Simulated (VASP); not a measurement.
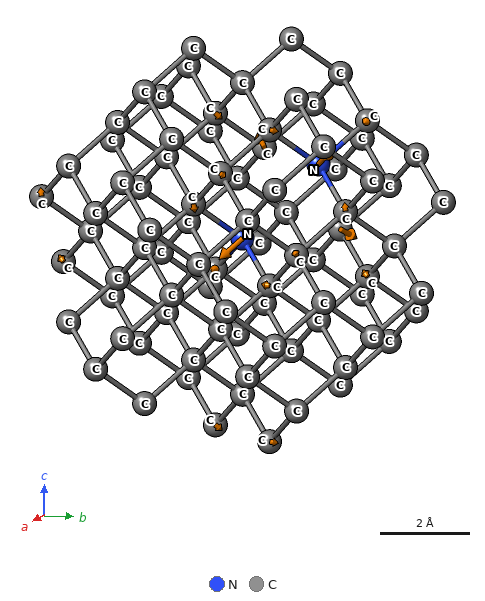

A relaxation of a defect cell of composition C$_{61}$N$_{2}$ (cell charge −1). The starting structure is drawn; orange arrows show the displacements, magnified 5 times.

The picture is a ball-and-stick view of the atoms within 5.0 Å of the atom that moves most (axes of the cell of the calculation (origin shifted)), seen slightly off an axis.

The run lets the atoms move in a fixed cell.

All numbers below come from VASP 6.6.1, Kohn-Sham DFT of a periodic cell, PBE, VASP PAW PBE potentials, recommended.

Input
```
ALGO = Normal
EDIFF = 1E-5
EDIFFG = -0.01
ENCUT = 420
GGA = PE
IBRION = 2
ISIF = 2
ISMEAR = 0
ISPIN = 2
ISYM = 0
LASPH = T
LCHARG = F
LORBIT = 11
LREAL = Auto
LWAVE = F
MAGMOM = 0 0 0 0 0 0 0 0 0 0 0 0 0 0 0 0 0 0 0 0 0 0 0 0 0 0 0 0 0 0 0 0 0 0 0 0 0 0 0 0 0 0 0 0 0.5 0 0 0 0 0 0 0 0 0 0.5 0 0 0 0 0 0 0 0
NCORE = 4
NELECT = 255
NELM = 60
NSW = 40
NUPDOWN = 1
PREC = Accurate
SIGMA = 0.01
```

Run as
```bash
cat potpaw_PBE.64/N/POTCAR potpaw_PBE.64/C/POTCAR > POTCAR
mpirun -np 8 vasp_gam > vasp.out
```

What did the optimiser do to the structure, and how much energy did it gain?

The energy falls by 1.208 eV per cell of the calculation in 15 geometry steps. The largest force component goes from 2.4 to 0.0056 eV/Å. The largest moves, 0.15 Å, are those of N atoms. Largest moves by element: N 0.15 Å, C 0.12 Å. The lattice vectors keep their values. Among the contacts that change: C–N 1.547 → 1.469 Å, C–C 1.547 → 1.483 Å, C–C 1.547 → 1.572 Å, C–C 1.547 → 1.534 Å. Bond angles that change, for instance: C–C–C 109.5° → 114.2°, C–N–C 109.5° → 113.6°, C–N–C 109.5° → 113.4°.

Limits of the set-up: the periodic images lie only 7.1 Å apart, so the values are limited by the cell's size; the cell is charged, on a uniform background, and energies carry no finite-size correction.
